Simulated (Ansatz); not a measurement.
The coordinates of a crystal:

```xyz
1
Lattice="2.8229 0.0000 0.0000 -1.4114 2.4447 0.0000 0.0000 0.0000 2.1254" Properties=species:S:1:pos:R:3 pbc="T T T"
Si    0.0000    0.0000    0.0000
```

**Characterise the structure given above.**

The element is silicon. It is primitive hexagonal, space group P6/mmm (No. 191). The structure is of the kind named simple hexagonal. The cell holds one atom. Si is linked to two Si in a linear arrangement at 2.13 Å. The bonds build Si chains along [001].

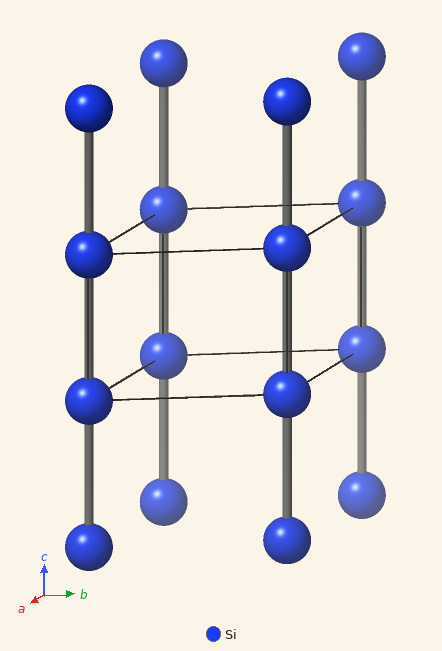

The figure gives a ball-and-stick picture of the atoms, viewed slightly off an axis. Lines trace the edges of the conventional unit cell. The first bonded neighbours in the surrounding cells are also shown. Colours: silicon blue.

It derives from a structure listed in the Materials Project. The cell was then strained or its atoms displaced on purpose. It went into a calculation with Ansatz.

At this level of theory the cell isn't at rest (compressed, at 19 GPa), so its distances can differ from those at equilibrium, the more so the softer the solid.
